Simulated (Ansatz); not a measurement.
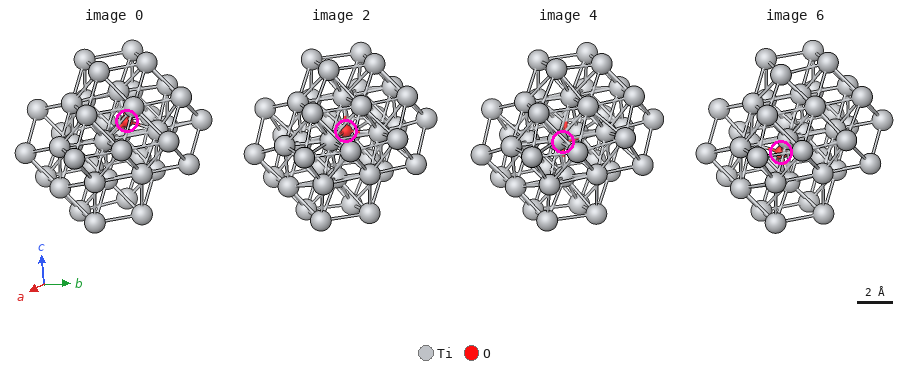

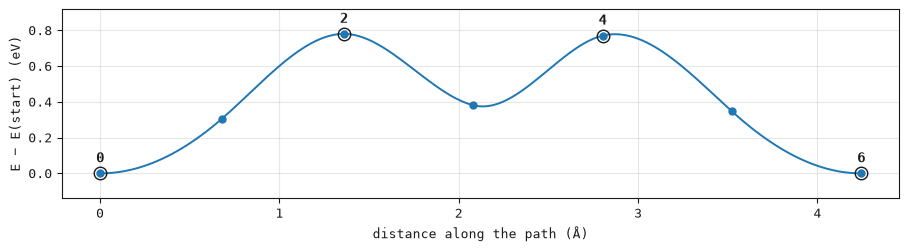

NEB run on a defect cell of composition Ti18O (19 atoms in the cell). Images are numbered from 0 (start) to 6 (end). A ball-and-stick model of the atoms within 5.6 Å of the middle of the path, seen slightly off an axis. The moving atom is ringed, with any periodic copies. Bonds to atoms that aren't drawn are left out.

All numbers below come from DFT PBEsol, scalar-relativistic, plane waves, PAW in Ansatz 0.2.0.

Input file:
```yaml
crystal:
  lattice:
    - [4.3506528002, -2.5118505654, -4.5909904469]
    - [-4.3506528002, -2.5118505654, -4.5909904469]
    - [0.0, 5.0237011307, -4.5909904469]
  atoms:
    - { symbol: Ti, position: [0.1385239245, 0.4713689692, 0.1405873776] }
    - { symbol: Ti, position: [0.8072386295, 0.4713661003, 0.4719215604] }
    - { symbol: Ti, position: [0.4713664421, 0.1385262131, 0.1405841309] }
    - { symbol: Ti, position: [0.4794130493, 0.4794303915, 0.812842631] }
    - { symbol: Ti, position: [0.1424934923, 0.1424911558, 0.4758158857] }
    - { symbol: Ti, position: [0.7987782066, 0.7987924611, 0.1321949759] }
    - { symbol: Ti, position: [0.8072510346, 0.1385792495, 0.8047109413] }
    - { symbol: Ti, position: [0.4713630724, 0.8072390439, 0.4719125272] }
    - { symbol: Ti, position: [0.1385679184, 0.8072546586, 0.8047104748] }
    - { symbol: Ti, position: [0.1944537789, 0.1944554399, 0.8648498182] }
    - { symbol: Ti, position: [0.862674193, 0.1897085667, 0.1960092329] }
    - { symbol: Ti, position: [0.5144403466, 0.8881830652, 0.8475393123] }
    - { symbol: Ti, position: [0.5315648093, 0.194433449, 0.5277760994] }
    - { symbol: Ti, position: [0.1897188622, 0.8626653298, 0.196000484] }
    - { symbol: Ti, position: [0.888175572, 0.5144258309, 0.8475670804] }
    - { symbol: Ti, position: [0.8627158388, 0.8627157462, 0.5229937869] }
    - { symbol: Ti, position: [0.5143140708, 0.5142719145, 0.2215484508] }
    - { symbol: Ti, position: [0.19443511, 0.531556922, 0.5277794561] }
    - { symbol: O, position: [0.6367957367, 0.6368055347, -0.0298187525] }
basis:
  ecutwfc: 420
  xc_grid: 2
kpoints:
  mp_grid: { grid: [4, 4, 4], shift: [0.5, 0.5, 0.5] }
hamiltonian:
  xc: pbesol
scf:
  occupations: { method: gaussian, width: 0.1 }
output:
  forces: true
neb:
  images: 5
  f_tol: 0.05
  max_iterations: 70
  order_check: false
  final_atoms:
    - { symbol: Ti, position: [0.1388778934, 0.4684835151, 0.1388795544] }
    - { symbol: Ti, position: [0.8189075025, 0.4857662529, 0.4451577613] }
    - { symbol: Ti, position: [0.4706680036, 0.1373328493, 0.1436144712] }
    - { symbol: Ti, position: [0.4451502682, 0.4857940211, 0.8188929868] }
    - { symbol: Ti, position: [0.1436247667, 0.1373241005, 0.4706591403] }
    - { symbol: Ti, position: [0.8017764114, 0.8055538772, 0.1388982234] }
    - { symbol: Ti, position: [0.8190614188, 0.1117848825, 0.8190192625] }
    - { symbol: Ti, position: [0.4706175871, 0.8103395465, 0.4706174945] }
    - { symbol: Ti, position: [0.1388998844, 0.8055572339, 0.801768524] }
    - { symbol: Ti, position: [0.1948071202, 0.1927492024, 0.8619668912] }
    - { symbol: Ti, position: [0.8619643642, 0.1927459557, 0.1948094089] }
    - { symbol: Ti, position: [0.5260942894, 0.8614208061, 0.861970261] }
    - { symbol: Ti, position: [0.5345408722, 0.2011383574, 0.5345551267] }
    - { symbol: Ti, position: [0.1908421775, 0.8575174477, 0.190839841] }
    - { symbol: Ti, position: [0.8539029418, 0.5204907024, 0.853920284] }
    - { symbol: Ti, position: [0.861967233, 0.8614117729, 0.5260947038] }
    - { symbol: Ti, position: [0.5260786747, 0.5286228585, 0.1947654149] }
    - { symbol: Ti, position: [0.1947540839, 0.528622392, 0.5260822987] }
    - { symbol: O, position: [0.6965277986, 0.3631520859, -0.3034624033] }
```

Command:
```bash
ansatz run input.yaml --threads 4 --pin off --max-ram 8192MiB --backend cpu --events-out ev --progress --plain --runs-dir out
```

What happens along the path, and what is the barrier?

The path has more than one stage, and so few images may leave a stage unresolved. The O atom travels furthest, 2.80 Å from end to end, roughly along [0 −1 −1], on a path that bends up to 0.14 Å away from the straight line. At the highest image its nearest neighbour (Ti) is 1.93 Å away, against 1.88 Å at the start, and the surrounding atoms stand up to 0.45 Å off the mean of their end positions. The two ends have the same energy, and the highest point, image 2, lies 0.78 eV above the start. The profile has 2 maxima (images 2, 4) with a dip at image 3 (+0.38 eV), so the process runs in steps. The band converged in 10 iterations. The largest component of the band force went from 18 to 0.047 eV/Å. The climbing image converged on the top of the path. Its curvatures weren't checked.

Limits of the set-up: the periodic images lie only 6.8 Å apart, so the values are limited by the cell's size.
